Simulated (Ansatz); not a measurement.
The structure in question:

```
CELL_PARAMETERS angstrom
2.49160 0.00000 0.00000
-1.24580 2.15778 0.00000
0.00000 0.00000 8.09332
ATOMIC_POSITIONS crystal
Co 0.00000 0.00000 0.00000
Co 0.33333 0.66667 0.25000
Co 0.00000 0.00000 0.50000
Co 0.66667 0.33333 0.75000
```

Before looking at a picture, describe the arrangement of atoms.

The element is cobalt. The lattice is primitive hexagonal and the space group P6_3/mmc (No. 194). It belongs to the family called double hexagonal close-packed (α-La type). The cell holds four atoms. The coordination shell of Co holds twelve Co at 2.48 to 2.49 Å. The bonds build a three-dimensional framework.

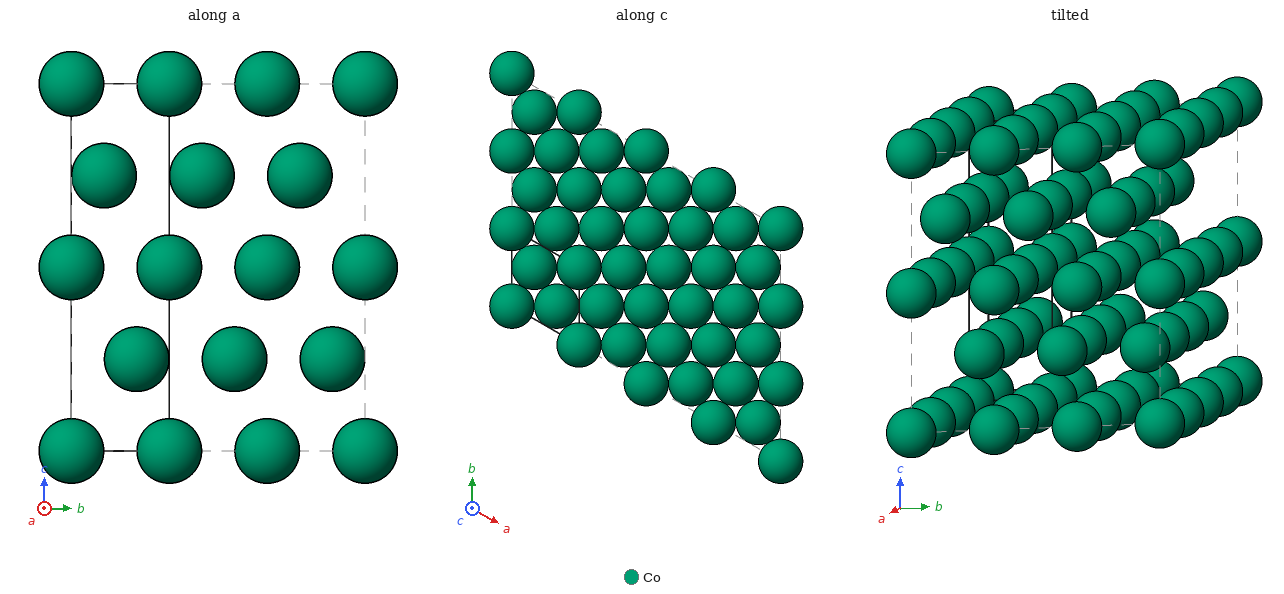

The figure gives a spheres-only picture of the atoms, viewed along the a axis, along the c axis and slightly off an axis. The conventional unit cell (solid box) is repeated to 4×3×1 cells. Colours: cobalt teal.

Its origin is a structure listed in the Materials Project. It is drawn as it came out of a relaxation with Ansatz, DFT PBE, scalar-relativistic, plane waves, PAW.
